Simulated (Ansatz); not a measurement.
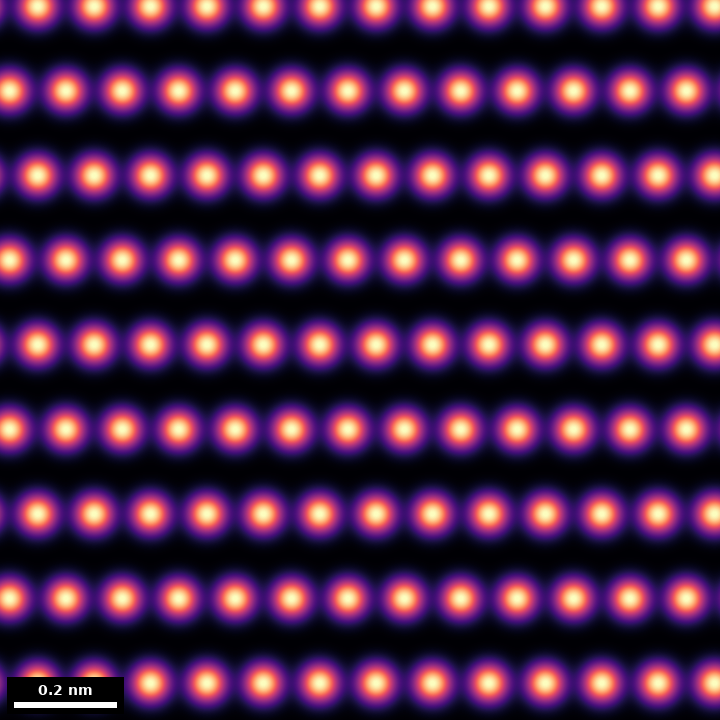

Dark-field STEM-like image of a crystal. Simulation: incoherent imaging, intensity Z^1.8 per atom, probe width 0.55 Å, thin sample. The probe carries 15 % of its weight in a tail 2.5 times as wide. The display is stretched by a gamma of 0.8; percentages refer to the linear signal.

Q: Measure the repeat of the pattern.

A: The pattern repeats on a centred rectangular net of 1.1 × 3.3 Å.

Q: What is the plane group of the image?

A: c2mm: perpendicular mirror lines on a centred net, with further twofold points between them.

Q: How many columns does the smallest repeating cell hold, and how many levels of brightness?

A: 1 column in the primitive cell of 1.8 Å², all of one brightness.

The crystal is Ni (Pm-3m, No. 221) seen along [221]. Structure used: coordinates from a relaxation with Ansatz 0.2.0, DFT, PBE, plane waves (420 eV) with PAW, scalar-relativistic; the starting structure was generated, so it need not be a known form of this composition.
